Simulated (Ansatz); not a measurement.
# Ta2N: 5 runs along one coordinate

System: Ta2N (P-3m1, 3 atoms in the cell).
Method: DFT PBE, scalar-relativistic, plane waves, PAW, no spin polarisation (Ansatz 0.2.0).

The 5 runs differ only in the geometry, by a strain of the cell at fixed fractional positions. Against run 3, the strain is εxx = η and εyy = η. The structure derives from a Materials Project entry.

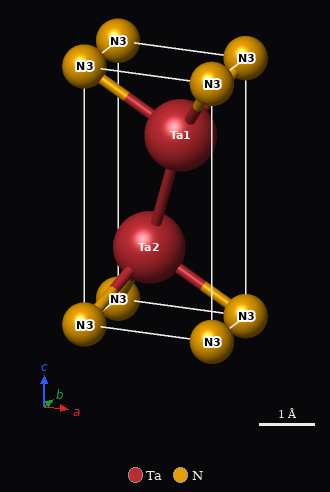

Figure 1. The structure of run 3 (ball-and-stick view of the cell of the calculation, seen slightly off an axis; atoms are numbered from 1 in the order of the input). An atom can appear more than once, as a periodic image.

**Input of run 3**
```yaml
crystal:
  lattice:
    - [3.1011400556, 0.0, 0.0]
    - [-1.5505700278, 2.6856660688, 0.0]
    - [0.0, 0.0, 4.7598428107]
  atoms:
    - { symbol: Ta, position: [0.6666666667, 0.3333333333, 0.7449050322] }
    - { symbol: Ta, position: [0.3333333333, 0.6666666667, 0.2550949678] }
    - { symbol: "N", position: [0.0, 0.0, 0.0] }
basis:
  ecutwfc: 420
kpoints:
  mp_grid: { grid: [18, 18, 10] }
hamiltonian:
  xc: pbe
scf:
  occupations: { method: gaussian, width: 0.15 }
output:
  forces: true
  stress: true
  eigenvalues: true
```

Command:
```bash
ansatz run input.yaml --threads 2 --pin off --max-ram 5120MiB --backend cpu --events-out ev --progress --plain --runs-dir out
```

Lattice vectors (Å) and fractional positions of run 3:
```
   3.101140    0.000000    0.000000
  -1.550570    2.685666    0.000000
   0.000000    0.000000    4.759843
Ta  0.666667  0.333333  0.744905
Ta  0.333333  0.666667  0.255095
N   0.000000  0.000000  0.000000
```

Run 2 differs from it as follows:
```diff
-    - [3.1011400556, 0.0, 0.0]
-    - [-1.5505700278, 2.6856660688, 0.0]
+    - [3.0236115542, 0.0, 0.0]
+    - [-1.5118057771, 2.6185244171, 0.0]
```

**Results, with one run withheld**

| run | strain parameter η (%) | free energy per atom, from the lowest run given (meV) | pressure (GPa) |
| --- | --- | --- | --- |
| 1 | −5.0000 | 207.35 | 47.49 |
| 2 | −2.5000 | ? | ? |
| 3 | 0.0000 | 0.00 | 7.67 |
| 4 | 2.5000 | 9.19 | −6.02 |
| 5 | 5.0000 | 75.99 | −16.62 |

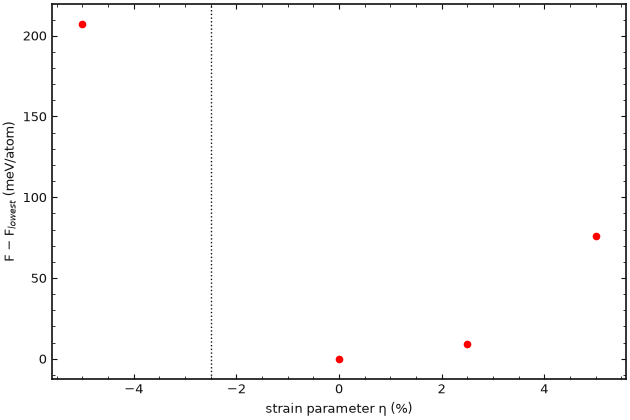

Figure 2. Free energy per atom of the runs given; the dotted line marks run 2.

Fit the runs given and predict run 2.

A quadratic polynomial in the coordinate, fitted to the 4 runs given, misses them by at most 3.85 meV per atom. With x = η − 0.6250, it reads F = −3.0283 − 5.9804 x + 5.5706 x² (meV per atom). At run 2 it gives 70.06 meV per atom, and the run itself gives 61.06. The fit has its minimum at η = 1.1618 %. The fit misses that run by 9.00 meV per atom.

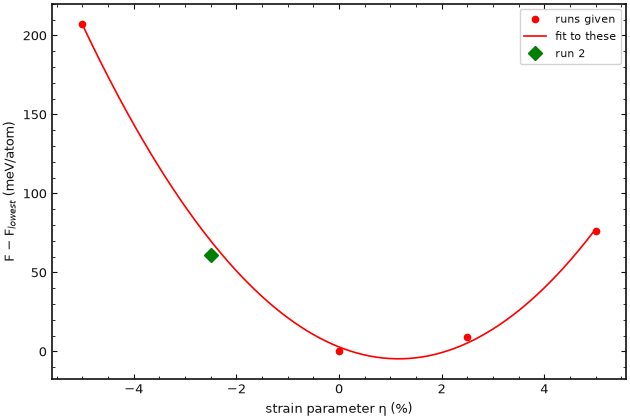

Figure 3. The fit and the withheld run.

**Output, shortened to warnings, some set-up lines, iterations and results (run 2)**
```
Basis set: ecut = 420 eV, 723 PW (Γ), exchange–correlation on 48×48×64 points (8 copies of the dense FFT grid, shifted against one another)
Symmetry: 12 space group operations
k-points: 330 of 3240
Initial density: superposition of atomic densities (neutral atoms: chi_scale 0, normalization atom), corrected by the library's trained network
[...]
SCF iter   1: F=—  HF=-20250.706595 eV  |F-HF|=—  |Δ(HF+E_count)|=         —  Δρ=5.86e-3  dr2=1.90e-2  ethr=1.77e-3  ⟨swp⟩=5.0  Hψ=28841  notcnv=0
SCF iter   2: F=—  HF=-20250.703966 eV  |F-HF|=—  |Δ(HF+E_count)|=   2.63e-3  Δρ=3.69e-3  dr2=7.49e-3  ethr=6.13e-5  ⟨swp⟩=1.0  Hψ=9240  notcnv=0
SCF iter   3: F=—  HF=-20250.702485 eV  |F-HF|=—  |Δ(HF+E_count)|=   1.48e-3  Δρ=9.91e-4  dr2=7.13e-4  ethr=2.42e-5  ⟨swp⟩=2.0  Hψ=7704  notcnv=0
SCF iter   4: F=—  HF=-20250.702326 eV  |F-HF|=—  |Δ(HF+E_count)|=   1.59e-4  Δρ=2.84e-4  dr2=2.19e-5  ethr=2.30e-6  ⟨swp⟩=2.0  Hψ=8976  notcnv=0
SCF iter   5: F=—  HF=-20250.702304 eV  |F-HF|=—  |Δ(HF+E_count)|=   2.17e-5  Δρ=5.08e-5  dr2=9.56e-7  ethr=7.07e-8  ⟨swp⟩=2.0  Hψ=8690  notcnv=0
SCF iter   6: F=-20250.702304 eV  HF=-20250.702304 eV  |F-HF|=1.22e-8  |Δ(HF+E_count)|=   9.36e-8  Δρ=1.27e-5  dr2=5.30e-8  ethr=3.23e-10  ⟨swp⟩=7.1  Hψ=30119  notcnv=0
SCF 1 converged in 6 iterations: F = -20250.702304 eV  dr2 = 5.30e-8
SCF converged after 6 iterations
Free energy (F): -20250.702304 eV
Harris-Foulkes:  -20250.702304 eV  (|F-HF|=1.22e-8)
Internal energy: -20250.689362 eV  (E = F + TS)
E sigma→0 (E₀):  -20250.695833 eV
Entropy (-TS):   -0.012942 eV (-4.314 meV/atom)
Fermi energy:    21.371334 eV
--- Per-component energies (eV) ---
  E_band       = -126.506518
  E_kinetic    = 873.715799
  E_local      = -1148.745956  (includes V_loc(G=0)·N_el)
  E_nonlocal   = 75.522477
  E_hartree    = 405.035999
  E_xc         = -501.026154
  E_vxc        = -489.874173  (∫ρ·V_xc dr)
  E_paw        = -16922.091922  (= ΣΔE_a)
  E_vpaw       = -247.197331  (= ΣTr[D̂ρ^β])
  E_aug_tail   = 0.000430  (compensation charges beyond the density's cutoff)
  E_ewald      = -3033.100034
  E_smearing   = -0.012942  (= −TS)
  E_closure    = -0.000000  (closes the sum)
  Σ components = -20250.702304   (vs F -20250.702304, Δ=0.00e0)
--- Forces (eV/Å), atoms counted from 1 ---
  atom   1  Ta     0.00000000     0.00000000    -0.47965237
  atom   2  Ta     0.00000000    -0.00000000     0.47965237
  atom   3  N     -0.00000000    -0.00000000     0.00000000
  max |Σ_I F_I| component: 3.70e-17 eV/Å
--- Stress (GPa, compression-positive) ---
       25.106132       0.000000       0.000000
        0.000000      25.106132       0.000000
        0.000000       0.000000      25.420493
  P = ⅓ Tr σ = 25.2109 GPa (252.109 kbar)
```

Notes: Spin–orbit coupling is left out, which matters for Ta. The cell holds an odd number of electrons but the run has no spin polarisation, so a band is left half filled.
